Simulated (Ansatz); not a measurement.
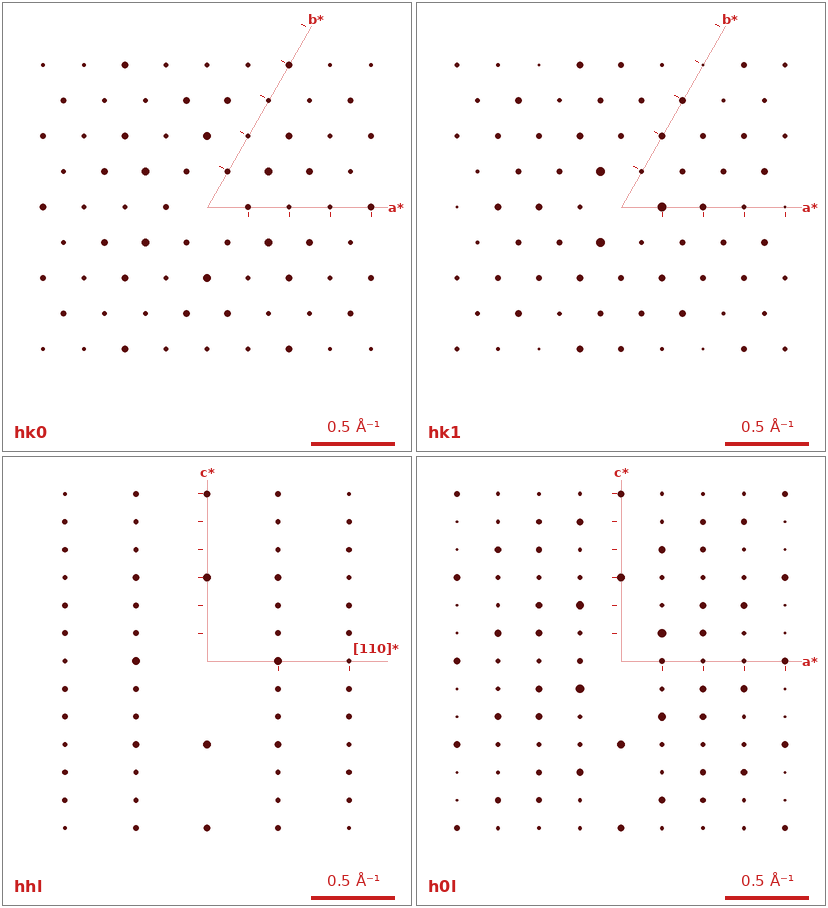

Simulated precession-type sections (X-rays; kinematic intensities, B = 0.5 Å²). The ticks mark integer indices of the conventional cell.

The compound is Te. Structure: the end point of a relaxation at fixed volume with DFT r2SCAN, scalar-relativistic, plane waves, PAW in Ansatz 0.2.0.

### Read the reciprocal cell and give the direct cell.

a* = 0.250, b* = 0.250, c* = 0.170 Å⁻¹, γ* = 60°; the cell is trigonal with a = 4.62 Å, c = 5.90 Å (hexagonal axes).

### List the systematic absences.

Reflections are present only under these conditions. hkl: no condition; hk0: no condition; h0l: no condition; hhl: no condition; 00l: l = 3n. The lattice is primitive (P).

### Which space groups fit?

The intensities have Laue symmetry -3m (the hk0 layer shows 6mm, hk1 shows 3m). With these conditions the candidates are P3_121 (No. 152), P3_221 (No. 154). Diffraction geometry alone does not choose among them; the structure has P3_121.
